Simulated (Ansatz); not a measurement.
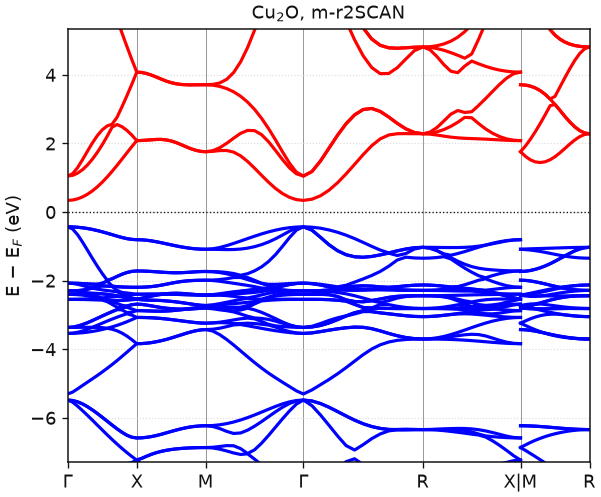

Band structure. Energies are counted from the Fermi level.

Q: Which Bravais lattice do the labels of the path belong to?

A: A simple cubic lattice: the path Γ–X–M–Γ–R–X|M–R runs through the special points of its Brillouin zone.

System: Cu2O, space group Pn-3m (No. 224), 6 atoms in the cell.

```
Cu O
1.0
     4.26000    0.00000    0.00000
     0.00000    4.26000    0.00000
     0.00000    0.00000    4.26000
Cu O
4 2
Direct
  0.75000 0.25000 0.75000
  0.75000 0.75000 0.25000
  0.25000 0.75000 0.75000
  0.25000 0.25000 0.25000
  0.50000 0.50000 0.50000
  0.00000 0.00000 0.00000
```

Level of theory: m-r2SCAN, Ansatz PAW, no spin polarisation, no spin-orbit coupling, 6×6×6 k mesh, 500 eV cutoff; code Ansatz.

Q: Read off the fundamental gap and say whether it is direct.

A: A semiconductor. The gap along this path is 0.77 eV and direct: both edges lie at Γ.

Q: What are the direct gaps at Γ, X and R?

A: The direct gaps are 0.77 eV at Γ, 2.89 eV at X and 3.31 eV at R.

Q: How much do the top valence band and the lowest conduction band disperse along the path?

A: The top valence band spans 0.8 eV and the lowest conduction band 1.9 eV.

Q: How many bands meet at the valence-band top?

A: Three bands meet at the valence-band top at Γ: it is triply degenerate (spin aside).

The PAW data sets were made with another functional.
